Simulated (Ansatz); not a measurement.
# How much does Cr in Ni(111), 2x2 scatter?

Wanted: the reflection from a plane of defects, Cr in Ni(111), 2x2, and the resistivity it implies.

Method: Ansatz plane-wave DFT, PBE, PAW files, collinear spin; ballistic transport by layer matching (Landauer), zero bias; PAW set soft_1, in the first sound run; inputs show where later runs differ, in Ansatz 0.2.0.

### Step 1. The structure

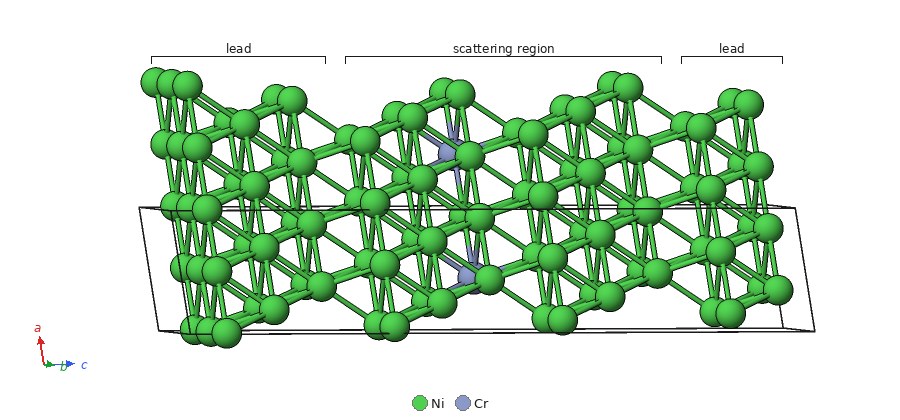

The starting structure, seen from the side, with the c axis across the page (nickel green, chromium light blue). 2×1×1 cells are drawn. Some periodic images of atoms are drawn too.

The cell holds 44 atoms: 43 Ni and 1 Cr. Cell: a = 4.984 Å, b = 4.984 Å, c = 22.427 Å, α = 86.8°, β = 93.2°, γ = 120.0°. It derives from Ni. Regions: lead, 24 atoms (24 Ni); scattering region, 20 atoms (19 Ni and 1 Cr). The structure is stacked along c, and the current runs across the ab planes.

### Step 2. Transmission at ideal sites

The defect sits in one plane of the supercell, all atoms on ideal sites; the layers about the cell's end are the lead. The mesh across the current, 12×12, is finer than the density's, because channels open and close sharply across the zone. Energies from -0.1 to 0.1 eV in steps of 0.05 eV are too few for the program's thermal sum, so it prints no conductance; for a metal the transmission near the Fermi level serves, at a fraction of the cost.

Input file input.yaml:

```yaml
crystal:
  lattice:
    - [4.9836885938, 0.0, 0.0]
    - [-2.4918442969, 4.3160009268, 0.0]
    - [-1.2459221485, 0.7193334878, 22.3804058349]
  atoms:
    - { symbol: Ni, position: [0.0075757576, 0.9924242424, 0.0454545455], spin: 1.0 }
    - { symbol: Ni, position: [0.0075757576, 0.4924242424, 0.0454545455], spin: 1.0 }
    - { symbol: Ni, position: [0.5075757576, 0.9924242424, 0.0454545455], spin: 1.0 }
    - { symbol: Ni, position: [0.5075757576, 0.4924242424, 0.0454545455], spin: 1.0 }
    - { symbol: Ni, position: [0.1893939394, 0.3106060606, 0.1363636364], spin: 1.0 }
    - { symbol: Ni, position: [0.1893939394, 0.8106060606, 0.1363636364], spin: 1.0 }
    - { symbol: Ni, position: [0.6893939394, 0.3106060606, 0.1363636364], spin: 1.0 }
    - { symbol: Ni, position: [0.6893939394, 0.8106060606, 0.1363636364], spin: 1.0 }
    - { symbol: Ni, position: [0.3712121212, 0.1287878788, 0.2272727273], spin: 1.0 }
    - { symbol: Ni, position: [0.3712121212, 0.6287878788, 0.2272727273], spin: 1.0 }
    - { symbol: Ni, position: [0.8712121212, 0.1287878788, 0.2272727273], spin: 1.0 }
    - { symbol: Ni, position: [0.8712121212, 0.6287878788, 0.2272727273], spin: 1.0 }
    - { symbol: Ni, position: [0.053030303, 0.946969697, 0.3181818182], spin: 1.0 }
    - { symbol: Ni, position: [0.053030303, 0.446969697, 0.3181818182], spin: 1.0 }
    - { symbol: Ni, position: [0.553030303, 0.946969697, 0.3181818182], spin: 1.0 }
    - { symbol: Ni, position: [0.553030303, 0.446969697, 0.3181818182], spin: 1.0 }
    - { symbol: Ni, position: [0.2348484848, 0.2651515152, 0.4090909091], spin: 1.0 }
    - { symbol: Ni, position: [0.2348484848, 0.7651515152, 0.4090909091], spin: 1.0 }
    - { symbol: Ni, position: [0.7348484848, 0.2651515152, 0.4090909091], spin: 1.0 }
    - { symbol: Ni, position: [0.7348484848, 0.7651515152, 0.4090909091], spin: 1.0 }
    - { symbol: Cr, position: [0.4166666667, 0.0833333333, 0.5], spin: 2.5 }
    - { symbol: Ni, position: [0.4166666667, 0.5833333333, 0.5], spin: 1.0 }
    - { symbol: Ni, position: [0.9166666667, 0.0833333333, 0.5], spin: 1.0 }
    - { symbol: Ni, position: [0.9166666667, 0.5833333333, 0.5], spin: 1.0 }
    - { symbol: Ni, position: [0.0984848485, 0.9015151515, 0.5909090909], spin: 1.0 }
    - { symbol: Ni, position: [0.0984848485, 0.4015151515, 0.5909090909], spin: 1.0 }
    - { symbol: Ni, position: [0.5984848485, 0.9015151515, 0.5909090909], spin: 1.0 }
    - { symbol: Ni, position: [0.5984848485, 0.4015151515, 0.5909090909], spin: 1.0 }
    - { symbol: Ni, position: [0.2803030303, 0.2196969697, 0.6818181818], spin: 1.0 }
    - { symbol: Ni, position: [0.2803030303, 0.7196969697, 0.6818181818], spin: 1.0 }
    - { symbol: Ni, position: [0.7803030303, 0.2196969697, 0.6818181818], spin: 1.0 }
    - { symbol: Ni, position: [0.7803030303, 0.7196969697, 0.6818181818], spin: 1.0 }
    - { symbol: Ni, position: [0.4621212121, 0.0378787879, 0.7727272727], spin: 1.0 }
    - { symbol: Ni, position: [0.4621212121, 0.5378787879, 0.7727272727], spin: 1.0 }
    - { symbol: Ni, position: [0.9621212121, 0.0378787879, 0.7727272727], spin: 1.0 }
    - { symbol: Ni, position: [0.9621212121, 0.5378787879, 0.7727272727], spin: 1.0 }
    - { symbol: Ni, position: [0.1439393939, 0.8560606061, 0.8636363636], spin: 1.0 }
    - { symbol: Ni, position: [0.1439393939, 0.3560606061, 0.8636363636], spin: 1.0 }
    - { symbol: Ni, position: [0.6439393939, 0.8560606061, 0.8636363636], spin: 1.0 }
    - { symbol: Ni, position: [0.6439393939, 0.3560606061, 0.8636363636], spin: 1.0 }
    - { symbol: Ni, position: [0.3257575758, 0.1742424242, 0.9545454545], spin: 1.0 }
    - { symbol: Ni, position: [0.3257575758, 0.6742424242, 0.9545454545], spin: 1.0 }
    - { symbol: Ni, position: [0.8257575758, 0.1742424242, 0.9545454545], spin: 1.0 }
    - { symbol: Ni, position: [0.8257575758, 0.6742424242, 0.9545454545], spin: 1.0 }
magnetization:
  spin_polarized: true
kpoints:
  mp_grid: { grid: [5, 5, 1] }
hamiltonian:
  xc: pbe
  pseudopotentials: { kind: paw, azcp: { folder: soft_1 } }
scf:
  occupations: { method: fermi_dirac, width: 0.1 }
output:
  transmission: { leads: [[0, 4]], kmesh: [12, 12], e_range: [-0.1, 0.1], de: 0.05 }
  write_potential: true
  write_density: true
  volumetric_format: npy
  elf: true
```

Launch:

```console
ansatz run input.yaml --threads 4 --pin off --max-ram 15360MiB --backend cpu --events-out ev --progress --plain --runs-dir out
```

Numbers of over 12 decimals in the logs are rounded to 6 here.

Log:

```text
Engine: ansatz 0.2.0, aarch64-unknown-linux-gnu
Pseudopotentials: kind: paw
Pseudopotential: Ni, paw, valence charge 18, recommended cutoff 420 eV (normal), soft_1/Ni.paw.azcp
Pseudopotential: Cr, paw, valence charge 14, recommended cutoff 420 eV (normal), soft_1/Cr.paw.azcp
Functional definition: PBE
  parameter kappa = 0.804
  parameter beta = 0.066725
  exchange = pbe_x(kappa = kappa, mu = beta*pi^2/3)
  correlation = pbe_c(beta = beta)
Crystal: 44 atoms, lattice volume = 481.394 Å³
Basis set: ecut = 420 eV, 9399 PW (Γ)
Bands: 501, of which v1, the nominal top of the filled ones, is band 394 counted from 1 (393 counted from 0)
Symmetry: 4 space group operations
Space group: C2/m (ITA 12), of the structure as read, at distance tolerance 7.8e-5 Å
Magnetic group: BNS 12.58 (UNI 65), of the structure as read, at distance tolerance 7.8e-5 Å
k-points: 9 of 25
Non-local potential: Ni, projectors of the file, l = 0: 3, l = 1: 2, l = 2: 3, l = 3: 1
Non-local potential: Cr, projectors of the file, l = 0: 3, l = 1: 2, l = 2: 3, l = 3: 1
PAW form: soft (Blöchl's): semilocal exchange-correlation on the pseudo side does not see the compensation charge
PAW one-centre angular grid: Ni, 590 points (default); XC on 64 Gauss nodes
PAW one-centre angular grid: Cr, 590 points (default); XC on 64 Gauss nodes
Initial density: superposition of atomic densities (chi_scale 0.1, normalization cell)
Starting moments: Σ|m| = 45.5 μB on 44 of 44 sites
Initial wavefunctions: pseudopotential atomic-orbital guess
Functional: x = pbe(κ = 0.804, μ = 0.219515), c = pbe(β = 0.066725)
SCF iter   1: F=—  HF=-254458.956954 eV  |F-HF|=—  |Δ(HF+E_count)|=         —  Δρ=7.45e-2 (↑7.45e-2 ↓4.25e-2)  dr2=3.22e1  dr2_m=5.67e0  M=32.996 μB ∫|m|=35.124 μB  β_m=0.30  ethr=3.10e-3  ⟨swp⟩=5.0  Hψ=29690  notcnv=0  defer=384
Mixer restart at iter 1: flushing history
preconditioner: auto → Kerker (q_TF=auto, 2.962 Å⁻¹)  [metal: Δε(μ)=0.000 eV  Ē_g=8.677 eV  σ=0.100 eV  W_gap=0.00  n_scr=226 (ndim 8)  ℏωp=35.3 eV  f_vac=0.000  D(μ)=69.72/eV (n_scr^D=1064)]
spin=Collinear: Kerker preconditioning applied to the charge; magnetization (m = ρ↑ − ρ↓) channel mixes plain (no charge-response kernel on spin).
SCF iter   2: F=—  HF=-254457.294902 eV  |F-HF|=—  |Δ(HF+E_count)|=    1.66e0  Δρ=3.58e-2 (↑3.58e-2 ↓2.46e-2)  dr2=6.44e0  dr2_m=3.04e0  M=31.209 μB ∫|m|=33.626 μB  β_m=0.38  ethr=3.10e-3  ⟨swp⟩=2.7  Hψ=15584  notcnv=0  defer=1138
SCF iter   3: F=—  HF=-254472.830768 eV  |F-HF|=—  |Δ(HF+E_count)|=    1.55e1  Δρ=2.10e-2 (↑1.21e-2 ↓2.10e-2)  dr2=1.65e0  dr2_m=9.57e-1  M=30.325 μB ∫|m|=33.165 μB  β_m=0.55  ethr=8.17e-4  ⟨swp⟩=2.9  Hψ=16344  notcnv=0  defer=1139
SCF iter   4: F=—  HF=-254483.524037 eV  |F-HF|=—  |Δ(HF+E_count)|=    1.07e1  Δρ=2.48e-2 (↑8.41e-3 ↓2.48e-2)  dr2=3.11e0  dr2_m=4.49e-1  M=28.886 μB ∫|m|=32.079 μB  β_m=0.77  ethr=2.10e-4  ⟨swp⟩=2.1  Hψ=14623  notcnv=0  defer=1158
SCF iter   5: F=—  HF=-254486.992348 eV  |F-HF|=—  |Δ(HF+E_count)|=    3.47e0  Δρ=1.47e-2 (↑1.47e-2 ↓4.37e-3)  dr2=1.14e0  dr2_m=3.01e-1  M=29.037 μB ∫|m|=32.496 μB  β_m=0.66  ethr=2.10e-4  ⟨swp⟩=2.1  Hψ=16694  notcnv=0  defer=1189
SCF iter   6: F=—  HF=-254486.913722 eV  |F-HF|=—  |Δ(HF+E_count)|=   7.86e-2  Δρ=2.58e-3 (↑2.10e-3 ↓2.58e-3)  dr2=4.96e-2  dr2_m=7.15e-3  M=28.756 μB ∫|m|=32.188 μB  β_m=0.83  ethr=1.44e-4  ⟨swp⟩=2.2  Hψ=16771  notcnv=0  defer=1204
SCF iter   7: F=—  HF=-254486.929335 eV  |F-HF|=—  |Δ(HF+E_count)|=   1.56e-2  Δρ=2.96e-3 (↑1.38e-3 ↓2.96e-3)  dr2=1.32e-1  dr2_m=4.67e-3  M=28.666 μB ∫|m|=32.127 μB  β_m=0.83  ethr=6.29e-6  ⟨swp⟩=2.0  Hψ=16789  notcnv=0  defer=1204
SCF iter   8: F=—  HF=-254486.928473 eV  |F-HF|=—  |Δ(HF+E_count)|=   8.62e-4  Δρ=7.84e-4 (↑3.68e-4 ↓7.84e-4)  dr2=1.38e-2  dr2_m=5.15e-4  M=28.612 μB ∫|m|=32.088 μB  β_m=0.78  ethr=6.29e-6  ⟨swp⟩=2.0  Hψ=16509  notcnv=0  defer=1204
SCF iter   9: F=—  HF=-254486.928130 eV  |F-HF|=—  |Δ(HF+E_count)|=   3.43e-4  Δρ=3.88e-4 (↑2.33e-4 ↓3.88e-4)  dr2=2.49e-3  dr2_m=4.31e-5  M=28.608 μB ∫|m|=32.084 μB  β_m=0.64  ethr=1.75e-6  ⟨swp⟩=1.0  Hψ=9018  notcnv=0  defer=1204
[...]
Mixer restart at iter 24: flushing history
SCF iter  25: F=—  HF=-254486.928050 eV  |F-HF|=—  |Δ(HF+E_count)|=         —  Δρ=1.32e-5 (↑6.28e-6 ↓1.32e-5)  dr2=2.96e-6  dr2_m=2.47e-7  M=28.617 μB ∫|m|=32.092 μB  β_m=0.58  ethr=2.64e-10  ⟨swp⟩=3.5  Hψ=24034  notcnv=0  defer=891
SCF iter  26: F=—  HF=-254486.928051 eV  |F-HF|=—  |Δ(HF+E_count)|=   2.37e-7  Δρ=1.06e-5 (↑6.07e-6 ↓1.06e-5)  dr2=1.40e-6  dr2_m=3.73e-8  M=28.617 μB ∫|m|=32.091 μB  β_m=0.48  ethr=2.64e-10  ⟨swp⟩=2.0  Hψ=13967  notcnv=0  defer=892
SCF iter  27: F=—  HF=-254486.928051 eV  |F-HF|=—  |Δ(HF+E_count)|=   4.65e-8  Δρ=5.76e-6 (↑1.79e-6 ↓5.76e-6)  dr2=1.01e-6  dr2_m=4.26e-8  M=28.617 μB ∫|m|=32.092 μB  β_m=0.57  ethr=1.78e-10  ⟨swp⟩=2.1  Hψ=11492  notcnv=0  defer=892
SCF iter  28: F=—  HF=-254486.928051 eV  |F-HF|=—  |Δ(HF+E_count)|=   3.06e-8  Δρ=6.09e-6 (↑6.09e-6 ↓2.93e-6)  dr2=9.69e-8  dr2_m=7.24e-8  M=28.617 μB ∫|m|=32.092 μB  β_m=0.46  ethr=1.28e-10  ⟨swp⟩=2.0  Hψ=11180  notcnv=0  defer=892
SCF iter  29: F=—  HF=-254486.928051 eV  |F-HF|=—  |Δ(HF+E_count)|=   1.37e-8  Δρ=3.61e-6 (↑3.61e-6 ↓1.64e-6)  dr2=5.25e-8  dr2_m=2.27e-8  M=28.617 μB ∫|m|=32.092 μB  β_m=0.73  ethr=1.23e-11  ⟨swp⟩=2.0  Hψ=15286  notcnv=0  defer=892
SCF iter  30: F=—  HF=-254486.928051 eV  |F-HF|=—  |Δ(HF+E_count)|=   2.03e-8  Δρ=2.58e-6 (↑1.69e-6 ↓2.58e-6)  dr2=7.73e-8  dr2_m=4.36e-9  M=28.617 μB ∫|m|=32.092 μB  β_m=0.56  ethr=6.67e-12  ⟨swp⟩=2.0  Hψ=15715  notcnv=0  defer=892
SCF iter  31: F=—  HF=-254486.928051 eV  |F-HF|=—  |Δ(HF+E_count)|=   3.78e-9  Δρ=2.80e-6 (↑9.64e-7 ↓2.80e-6)  dr2=4.52e-7  dr2_m=6.41e-9  M=28.617 μB ∫|m|=32.092 μB  β_m=0.71  ethr=6.67e-12  ⟨swp⟩=2.0  Hψ=15788  notcnv=0  defer=892
SCF iter  32: F=—  HF=-254486.928051 eV  |F-HF|=—  |Δ(HF+E_count)|=   1.34e-9  Δρ=3.87e-6 (↑9.59e-7 ↓3.87e-6)  dr2=7.94e-7  dr2_m=1.10e-8  M=28.617 μB ∫|m|=32.092 μB  β_m=0.54  ethr=6.67e-12  ⟨swp⟩=1.0  Hψ=9018  notcnv=0  defer=892  recentre
SCF iter  33: F=-254486.928051 eV  HF=-254486.928051 eV  |F-HF|=7.46e-8  |Δ(HF+E_count)|=   2.24e-9  Δρ=1.39e-6 (↑2.98e-7 ↓1.39e-6)  dr2=7.53e-8  dr2_m=1.43e-9  M=28.617 μB ∫|m|=32.092 μB  ethr=6.67e-12  ⟨swp⟩=7.4  Hψ=35664  notcnv=0
SCF 1 converged in 33 iterations: F = -254486.928051 eV  dr2 = 7.53e-8
  greatest PAW one-centre occupation: 1.001 electrons in one spin orbital (limit 2), on the Ni atom at site 25 (counted from 0), in its partial waves of l = 1
transmission: 254 of 2494 steps passed
transmission: 502 of 2494 steps passed
[...]
transmission: 2494 of 2494 steps passed
SCF converged after 33 iterations
Magnetization: 28.6170 μB (408.3085 up, 379.6915 down)
Absolute magnetization: 32.1295 μB (∫|ρ↑−ρ↓|, with the PAW one-centre terms)
Spin contamination: 0.3927 ħ² per cell (⟨S²⟩ above its minimum at these occupations)
Per-site moments (μB) at R_I (Å): [(0.707987, 1.027886), (0.703909, 1.027886), (0.702772, 1.027886), (0.707987, 1.027886), (0.704069, 1.027886), (0.705921, 1.027886), (0.705921, 1.027886), (0.711066, 1.027886), (0.714746, 1.027886), (0.702394, 1.027886), (0.702394, 1.027886), (0.704477, 1.027886), (0.692668, 1.027886), (0.658565, 1.027886), (0.695657, 1.027886), (0.692668, 1.027886), (0.517739, 1.027886), (0.518760,  [...]
Free energy (F): -254486.928051 eV
Harris-Foulkes:  -254486.928051 eV  (|F-HF|=7.46e-8)
Internal energy: -254484.611466 eV  (E = F + TS)
E sigma→0 (E₀):  -254485.769758 eV
Entropy (-TS):   -2.316584 eV (-52.650 meV/atom)
Fermi energy:    17.887888 eV
--- Per-component energies (eV) ---
  E_band       = -12605.889564
  E_kinetic    = 14885.157451
  E_local      = -119495.351255  (includes V_loc(G=0)·N_el)
  E_nonlocal   = -5012.934164
  E_hartree    = 64702.827171
  E_xc         = -4968.185999
  E_vxc        = -6408.085330  (∫ρ·V_xc dr)
  E_paw        = -72433.645927  (= ΣΔE_a)
  E_vpaw       = -25980.379212  (= ΣTr[D̂ρ^β])
  E_aug_tail   = 0.048764  (compensation charges beyond the density's cutoff)
  E_ewald      = -132162.527507
  E_smearing   = -2.316584  (= −TS)
  E_closure    = 0.000000  (closes the sum)
  Σ components = -254486.928051   (vs F -254486.928051, Δ=0.00e0)
--- Band table (eV; the first three rows and the last of 18) ---
  k-point 0 ↑: bands = [... 390 lower, 17.3482, 17.3623, 17.3661, 17.3676, 17.3790, 17.3885, 17.3900, 17.3913, ... 103 higher]
  k-point 1 ↑: bands = [... 390 lower, 17.2901, 17.2996, 17.3062, 17.3189, 17.3418, 17.3551, 17.3590, 17.3889, ... 103 higher]
  k-point 2 ↑: bands = [... 390 lower, 17.2680, 17.2761, 17.2808, 17.2966, 17.2990, 17.3175, 17.3295, 17.3333, ... 103 higher]
  k-point 8 ↓: bands = [... 390 lower, 18.0518, 18.0648, 18.0730, 18.0842, 18.1036, 18.1091, 18.1167, 18.1529, ... 103 higher]
--- Transmission ---
  basis      : 199 plane waves across, 29 finite elements along
  points     : 43, standing for a mesh of 12 x 12
  energies   : 5 from -0.100000 to 0.100000 eV about the Fermi level, 0.050000 eV apart; the leads are filled to 0.000000 eV, and channels, transmission and decay are at 0.000000 eV
  crystal 0  : Ni4, at the sites [0, 4], period 2.0346 Å, over 20.35 Å; its Hamiltonian steps by up to 2.4 meV
    offset         : up to 0.0000 Å between an atom of the period and one for which it stands
    channels       : 2.604167e0 up, 6.930556e0 down
    conductance    : none, the energies end too early or step too widely for 300 K: set another output.transmission.e_range or a lower de, or, where they end at an eighth of basis.ecutwfc, a higher one
  junction   : crystal 0 to crystal 0, 0.69 to 21.04 Å
    transmission   : 1.265755e0 up, 4.259948e0 down
    conductance    : none, the energies end too early or step too widely for 300 K: set another output.transmission.e_range or a lower de, or, where they end at an eighth of basis.ecutwfc, a higher one
```

Wall time 17 min (4 threads of Arm Neoverse V1, shared host); peak memory 7.4 GiB.

Reading the cycles: dr2 is the Hartree energy of the density residual (eV), the measure of convergence; HF is the Harris–Foulkes estimate of the energy, which meets the free energy F at convergence.

This step gave:

```
free energy                  : -254486.9281 eV
energy at zero smearing      : -254485.7698 eV
Fermi energy                 : 17.89 eV
magnetization                : 28.62 μB
absolute magnetization       : 32.13 μB
cell area                    : 21.51 Å²
transmission, spin up        : 1.266
transmission, spin down      : 4.260
open channels, spin up       : 2.604
open channels, spin down     : 6.931
step of the lead's potential : 2.4 meV
```

Per spin. Table of transmission, zone mean by energy, zero at the Fermi level:

```csv
energy (eV),T up,T down
-0.1000,1.19,4.19
-0.0500,1.22,4.23
0.0000,1.27,4.26
0.0500,1.31,4.22
0.1000,1.56,4.05
```

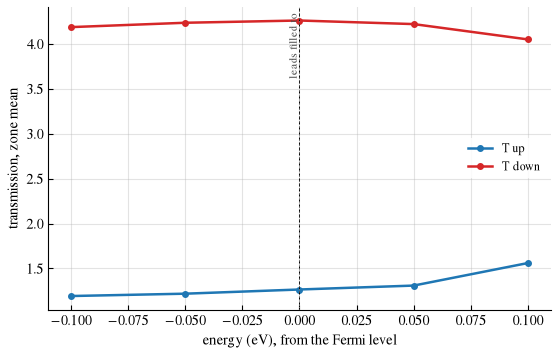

Transmission, zone mean, plotted against energy.

Per spin. Open channels, zone mean against energy, zero at the Fermi level:

```csv
energy (eV),lead up,lead down
-0.1000,2.44,6.56
-0.0500,2.52,6.49
0.0000,2.60,6.93
0.0500,2.60,6.86
0.1000,2.66,7.16
```

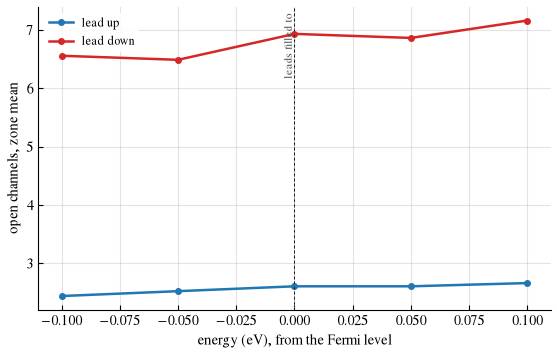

Open channels, zone mean against energy.

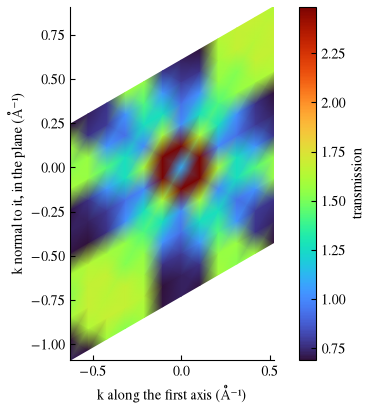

Transmission over k1 and k2. At 0.0000 eV from the Fermi level, spin up.

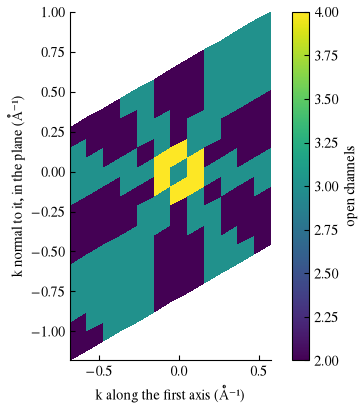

Open channels over k1 and k2. At 0.0000 eV from the Fermi level, spin up.

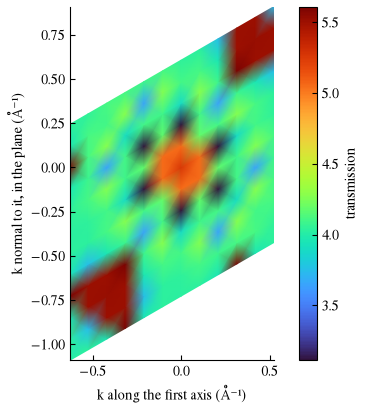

Transmission over k1 and k2. At 0.0000 eV from the Fermi level, spin down.

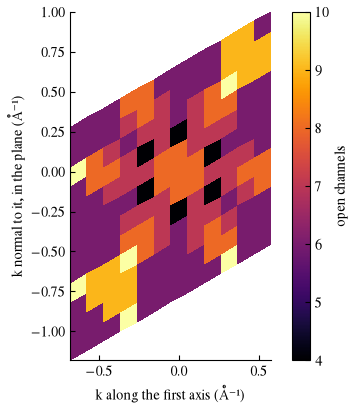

Open channels over k1 and k2. At 0.0000 eV from the Fermi level, spin down.

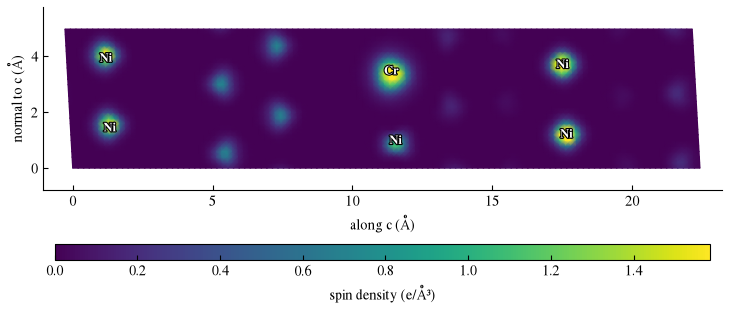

Spin density in the ca plane at fractional y = 0.038, with atoms of Ni and Cr within 0.2 Å of it. The map starts off the cell's origin, so that atoms lie inside it.

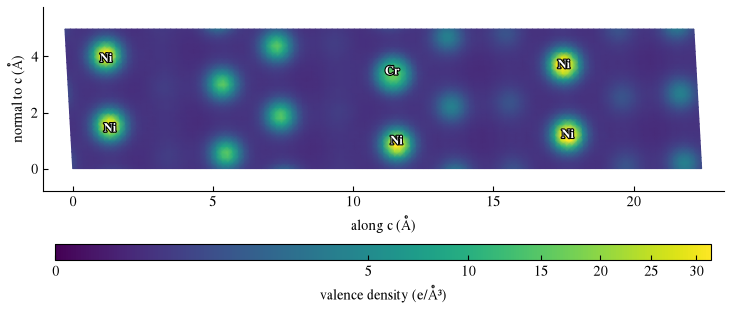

Valence density in the ca plane at fractional y = 0.038, with atoms of Ni and Cr within 0.2 Å of it. It is the smooth field of the valence electrons, not physical close to the nuclei. The map starts off the cell's origin, so that atoms lie inside it. The colour scale is stretched toward low values.

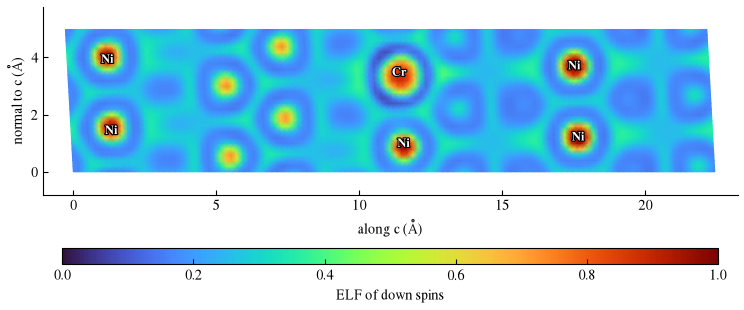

ELF of down spins in the ca plane at fractional y = 0.038, with atoms of Ni and Cr within 0.2 Å of it. It is the smooth field of the valence electrons, not physical close to the nuclei. The map starts off the cell's origin, so that atoms lie inside it.

Nearest the Fermi level spin up passes 1.27 of 2.60 channels of the lower lead and spin down 4.26 of 6.93.

(Continued in part 2 of 3.)

[Logs are printed without paths, hosts, clocks, repeated set-up lines and the standing remarks that a program may print on its own settings, such as how far it seeks lower states.]

[Hosts, paths, dates, database ids (printed as entryN), source tags and the programs' standing remarks are cut or masked in the printed files.]
